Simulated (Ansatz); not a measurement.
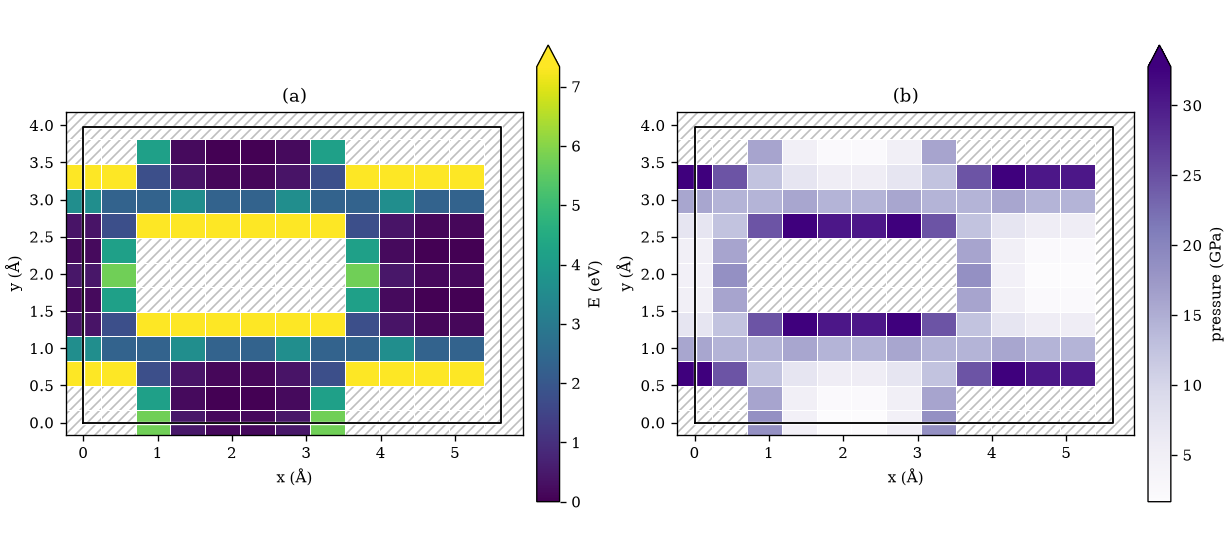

Ge (Fd-3m phase) with one N guest (9 atoms in the cell). A guest moved over a lattice plane through the rigid host; the plane is (0 1 1) of the conventional cell, half-way across the widest gap between atomic layers, origin above Ge5. Places are given modulo a cell vector. The map is drawn in real space over the plane of the scan. Nothing is relaxed (host rigid, guest held in the plane). The scan uses a 12 × 12 grid; 14 points were computed and 94 follow by symmetry. At 36 points there is no value (left out of the scan, as a rule where atoms come close). Energies: eV per cell, counted from the lowest grid point. Method: DFT LDA, scalar-relativistic, plane waves, PAW in Ansatz. Settings: cutoff 420 eV, k-mesh 6×6×6, gaussian smearing 0.15 eV, no spin polarisation.

Panel (a) is the energy and panel (b) the computed pressure on the same grid.

In the figure: one coloured cell a grid point, the outline of one cell of the plane, one colour for all values above the top of the scale, hatched blanks where no value was computed.

**How does the pressure vary over the map, and what is it at the lowest grid point?**

Leaving out the highest fifth of the energies, it runs from 1.7 GPa at (4/12, 0/12) of the cell vectors [nearest 1 Ge at 2.12 Å] to 24.7 GPa at (1/12, 2/12) of the cell vectors [nearest 1 Ge at 1.28 Å]. At the lowest grid point, (4/12, 1/12) of the cell vectors [nearest 1 Ge at 1.99 Å], it is 2.3 GPa.

| place of N9 along a2 ↓, place of N9 along a1 → | 0/12 | 1/12 | 2/12 | 3/12 | 4/12 | 5/12 | 6/12 | 7/12 | 8/12 | 9/12 | 10/12 | 11/12 |
| --- | --- | --- | --- | --- | --- | --- | --- | --- | --- | --- | --- | --- |
| 11/12 | – | – | 16.1 | 5.0 | 2.3 | 2.3 | 5.0 | 16.1 | – | – | – | – |
| 10/12 | 32.8 | 24.7 | 12.5 | 7.3 | 5.6 | 5.6 | 7.3 | 12.5 | 24.7 | 32.8 | 30.4 | 30.4 |
| 9/12 | 16.0 | 14.4 | 14.4 | 16.0 | 14.4 | 14.4 | 16.0 | 14.4 | 14.4 | 16.0 | 14.4 | 14.4 |
| 8/12 | 7.3 | 12.5 | 24.7 | 32.8 | 30.4 | 30.4 | 32.8 | 24.7 | 12.5 | 7.3 | 5.6 | 5.6 |
| 7/12 | 5.0 | 16.1 | – | – | – | – | – | – | 16.1 | 5.0 | 2.3 | 2.3 |
| 6/12 | 4.8 | 18.5 | – | – | – | – | – | – | 18.5 | 4.8 | 1.7 | 1.7 |
| 5/12 | 5.0 | 16.1 | – | – | – | – | – | – | 16.1 | 5.0 | 2.3 | 2.3 |
| 4/12 | 7.3 | 12.5 | 24.7 | 32.8 | 30.4 | 30.4 | 32.8 | 24.7 | 12.5 | 7.3 | 5.6 | 5.6 |
| 3/12 | 16.0 | 14.4 | 14.4 | 16.0 | 14.4 | 14.4 | 16.0 | 14.4 | 14.4 | 16.0 | 14.4 | 14.4 |
| 2/12 | 32.8 | 24.7 | 12.5 | 7.3 | 5.6 | 5.6 | 7.3 | 12.5 | 24.7 | 32.8 | 30.4 | 30.4 |
| 1/12 | – | – | 16.1 | 5.0 | 2.3 | 2.3 | 5.0 | 16.1 | – | – | – | – |
| 0/12 | – | – | 18.5 | 4.8 | 1.7 | 1.7 | 4.8 | 18.5 | – | – | – | – |

PAW datasets: the set soft_1.
